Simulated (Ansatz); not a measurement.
BN (slab)

Input file:

```
crystal:
  lattice:
    - [2.5051851807, 0.0, 0.0]
    - [1.2500915888, 2.1709960408, 0.0]
    - [0.0, 0.0, 25.0184465684]
  atoms:
    - { symbol: B, position: [0.4998931263, 0.4998931263, 0.2997788044] }
    - { symbol: "N", position: [0.8334068837, 0.8334068837, 0.2997788044] }
    - { symbol: B, position: [0.9998931263, 0.9998931263, 0.4332596015] }
    - { symbol: "N", position: [0.3334068837, 0.3334068837, 0.4332596015] }
    - { symbol: B, position: [0.4998931263, 0.4998931263, 0.5667403985] }
    - { symbol: "N", position: [0.8334068837, 0.8334068837, 0.5667403985] }
    - { symbol: B, position: [0.9998931263, 0.9998931263, 0.7002211956] }
    - { symbol: "N", position: [0.3334068837, 0.3334068837, 0.7002211956] }
basis:
  ecutwfc: 420
kpoints:
  mp_grid: { grid: [12, 12, 1] }
hamiltonian:
  xc: pbe
  dispersion: d3bj
scf:
  occupations: { method: gaussian, width: 0.05 }
output:
  forces: true
  stress: true
  eigenvalues: true
  write_density: true
  write_potential: true
  elf: true
  volumetric_format: npy
efield:
  axis: 3
  dipole_correction: true
  ramp_width: 0.04
```

Launched as:

```sh
ansatz run input.yaml --threads 1 --pin off --max-ram 2560MiB --backend cpu --events-out ev --progress --plain --runs-dir out
```

Computed with DFT PBE+D3(BJ), scalar-relativistic, plane waves, PAW (Ansatz 0.2.0).

The density is the valence pseudo-density of a PAW calculation; it isn't the true density close to the nuclei.

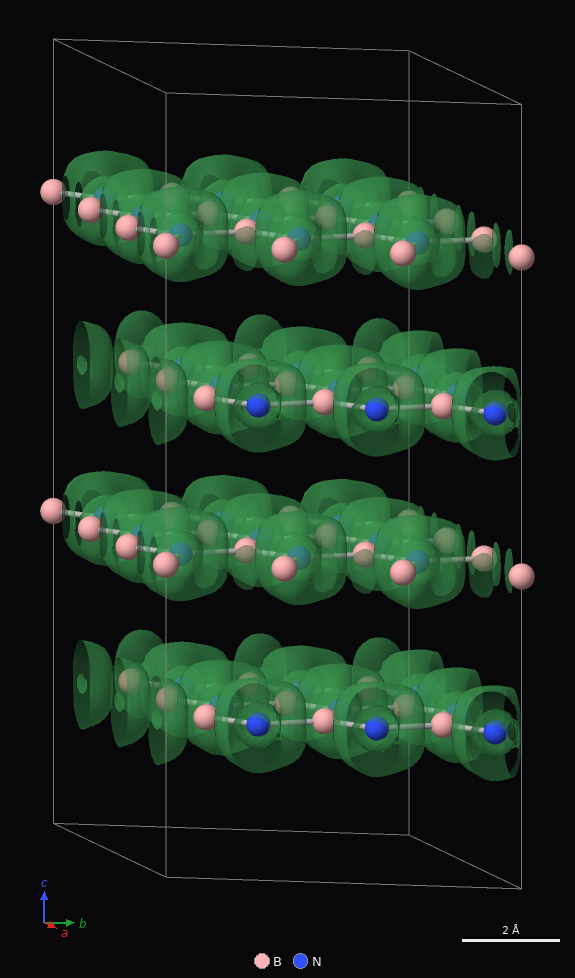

Figure 1. Isosurface of the ELF at 0.7 (green), seen slightly off an axis. Core shells and regions of very low density are left out. Sticks mark near contacts.

Question: Where are the electrons localised?

Answer: At this value the surface marks out four regions on N in which the atom's valence shell and bonds are merged, counted in one cell of 8 atoms. Counts are for one cell; the picture repeats the cell along the surface. Along the contacts the grid gives the following. B–N (1.45 Å): the ELF peaks at about 0.95 between the atoms; a shared but strongly polarised pair.

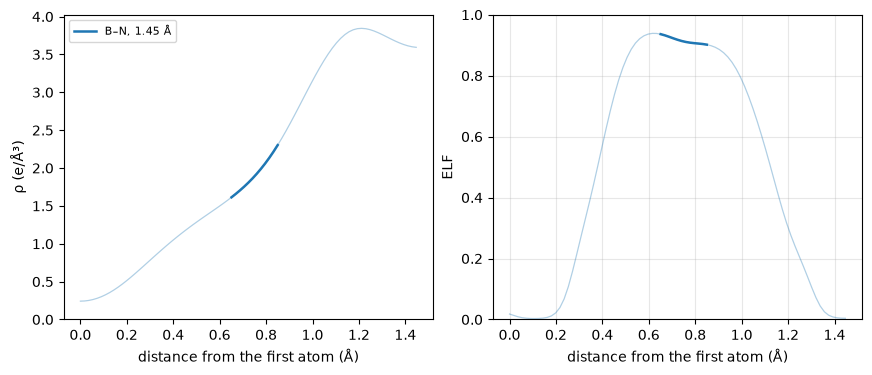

Figure 2. Valence charge density (pseudo) and electron localisation function along straight lines between neighbouring atoms. Thin, pale parts lie inside the atomic spheres.

Question: What can be read from the curves?

Answer: B–N (1.45 Å): ρ at the midpoint is about 1.8 e/Å³; the ELF peaks at about 0.95 between the atoms (a polar covalent bond).

Question: Metal or insulator at this level of theory?

Answer: It is gapped, with a Kohn–Sham gap of 3.8 eV on the k-point mesh (the band edges may lie off the mesh, which would make the gap smaller).
